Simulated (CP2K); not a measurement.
## Energy of SnTe along an even scaling of the cell

System: SnTe (Fm-3m, 2 atoms in the cell).
Method: Kohn-Sham DFT of a periodic cell, LDA, GTH-PADE with UZH-TZVP basis, no spin polarisation (CP2K 2026.2).

The 6 runs differ only in the geometry, by an even scaling of the cell at fixed fractional positions. The structure derives from an entry of the Crystallography Open Database.

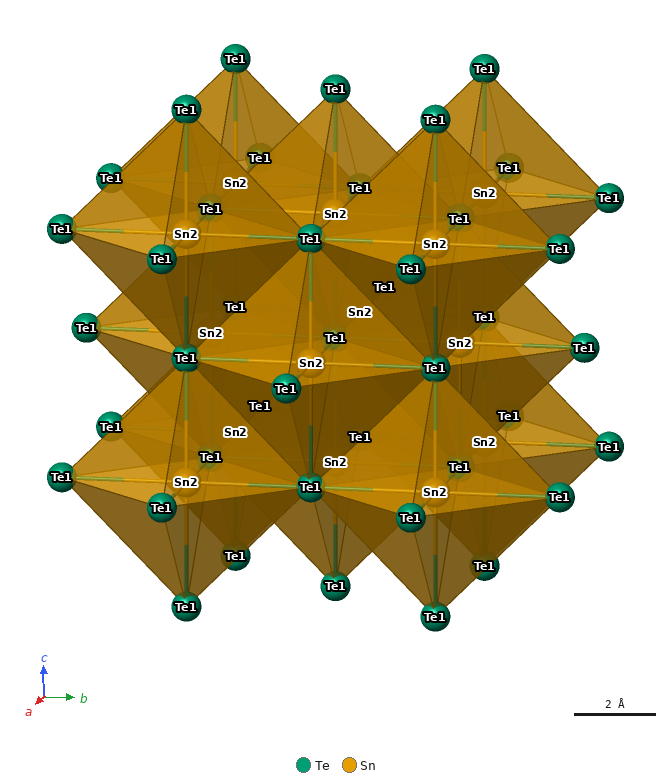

Figure 1. The structure of run 4 (polyhedral view of the cell 4 times as large as that of the calculation, set on its symmetry axes, seen slightly off an axis; polyhedra are completed across the faces of the cell; atoms are numbered from 1 in the order of the input). An atom can appear more than once, as a periodic image.

**Input of run 4**
```
&GLOBAL
  PROJECT snte_eos
  RUN_TYPE ENERGY_FORCE
  PRINT_LEVEL LOW
&END GLOBAL
&FORCE_EVAL
  METHOD QS
  STRESS_TENSOR ANALYTICAL
  &DFT
    BASIS_SET_FILE_NAME BASIS_MOLOPT_UZH
    POTENTIAL_FILE_NAME GTH_POTENTIALS
    WFN_RESTART_FILE_NAME previous-RESTART.kp
    &MGRID
      CUTOFF 450
      REL_CUTOFF 60
      NGRIDS 4
    &END MGRID
    &QS
      METHOD GPW
      EPS_DEFAULT 1.0E-9
    &END QS
    &KPOINTS
      SCHEME MONKHORST-PACK 7 7 7
      GAMMA_CENTERED T
      SYMMETRY T
      SYMMETRY_BACKEND SPGLIB
    &END KPOINTS
    &SCF
      SCF_GUESS RESTART
      EPS_SCF 1.0E-6
      MAX_SCF 100
      ADDED_MOS 10
      CHOLESKY OFF
      EPS_EIGVAL 1.0E-7
      &DIAGONALIZATION ON
        ALGORITHM STANDARD
      &END DIAGONALIZATION
      &MIXING ON
        METHOD BROYDEN_MIXING
        ALPHA 0.4
        BETA 1.5
        NBUFFER 8
      &END MIXING
      &SMEAR ON
        METHOD FERMI_DIRAC
        ELECTRONIC_TEMPERATURE [K] 1160.452
      &END SMEAR
    &END SCF
    &XC
      &XC_FUNCTIONAL
        &LDA_X
        &END LDA_X
        &LDA_C_PW
        &END LDA_C_PW
      &END XC_FUNCTIONAL
    &END XC
    &PRINT
      &KPOINTS ON
      &END KPOINTS
      &MULLIKEN ON
      &END MULLIKEN
      &MO ON
        ENERGIES T
        OCCUPATION_NUMBERS T
        &EACH
          QS_SCF 0
        &END EACH
        ADD_LAST NUMERIC
      &END MO
    &END PRINT
  &END DFT
  &SUBSYS
    &CELL
      ABC 4.4854854299 4.4854854299 4.4854854300
      ALPHA_BETA_GAMMA 60.0000000001 60.0000000000 59.9999999995
      PERIODIC XYZ
    &END CELL
    &COORD
      Te  4.4854854299 2.5896962204 1.8311917587
      Sn  0.0000000000 0.0000000000 0.0000000000
    &END COORD
    &KIND Te
      BASIS_SET TZVP-MOLOPT-PBE-GTH-q6
      POTENTIAL GTH-PADE-q6
    &END KIND
    &KIND Sn
      BASIS_SET TZVP-MOLOPT-PBE-GTH-q4
      POTENTIAL GTH-PADE-q4
    &END KIND
    &PRINT
      &ATOMIC_COORDINATES ON
      &END ATOMIC_COORDINATES
      &CELL ON
      &END CELL
      &SYMMETRY ON
      &END SYMMETRY
    &END PRINT
  &END SUBSYS
  &PRINT
    &FORCES ON
    &END FORCES
    &STRESS_TENSOR ON
    &END STRESS_TENSOR
  &END PRINT
&END FORCE_EVAL
```

Command:
```bash
OMP_NUM_THREADS=1 cp2k.psmp -i snte_eos.inp -o snte_eos.out
```

Run 5 has the same physical settings and fractional positions; its lattice vectors (Å) are:
```
   4.514613    0.000000    0.000000
   2.257306    3.909769    0.000000
   2.257306    1.303256    3.686166
```

**Results, with one run withheld**

| run | volume per atom (Å³) | free energy per atom, from the lowest run given (meV) | pressure (GPa) | gap on the mesh (eV) |
| --- | --- | --- | --- | --- |
| 1 | 29.404 | 5.07 | 1.75 | 0.59 |
| 2 | 30.030 | 0.47 | 0.63 | 0.64 |
| 3 | 30.656 | 0.00 | −0.37 | 0.69 |
| 4 | 31.907 | 9.81 | −2.08 | 0.70 |
| 5 | 32.532 | ? | ? | ? |
| 6 | 33.158 | 31.54 | −3.44 | 0.70 |

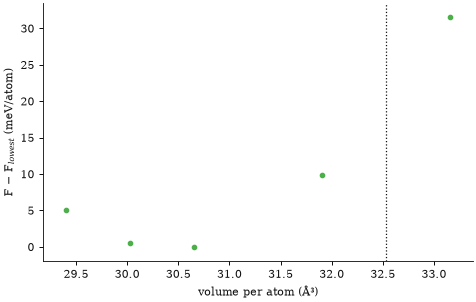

Figure 2. Free energy per atom of the runs given; the dotted line marks run 5.

What should run 5 give?

A cubic polynomial in V^(−2/3) (the Birch–Murnaghan form), fitted to the 5 runs given, misses them by under 0.01 meV per atom. With x = V^(−2/3) − 0.10137 Å⁻², it reads F = 1.2677 − 2451.1 x + 9.6838e+05 x² + 1.7269e+06 x³ (meV per atom). At run 5 it gives 19.33 meV per atom, and the run itself gives 19.34. The slope of the fit gives a pressure −dF/dV of −2.80 GPa there, and the run prints −2.80 GPa. The fit has its minimum at 30.414 Å³ per atom, where V d²F/dV² gives 48.1 GPa: the bulk modulus at this level, since symmetry fixes the shape and the positions. The gap on the mesh lies between 0.59 eV (run 1) and 0.70 eV (run 6); run 5 has 0.70 eV. These are gaps of this functional on this mesh, which can miss the band edges; they aren't the measured gap.

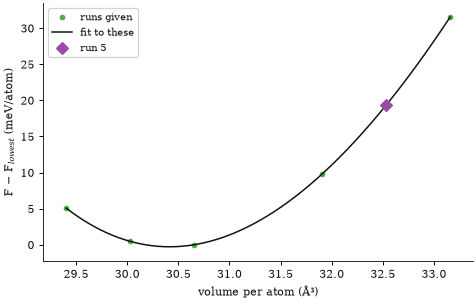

Figure 3. The fit and the withheld run.

**Some lines of the output (run 5)**
```
[...]
 CELL| Volume [angstrom^3]:                                            65.064863
 CELL_REF| Volume [angstrom^3]:                                        65.064863
                        Smear method:                                FERMI_DIRAC
  Step     Update method      Time    Convergence         Total energy    Change
  Fermi energy:                                                 0.15473838598391
  Total energy:                                               -11.82147856151482
  Total energy (extrapolated to T->0):                        -11.82141626258247
 MO| E(Fermi):            0.154738 a.u.          4.210646 eV
```
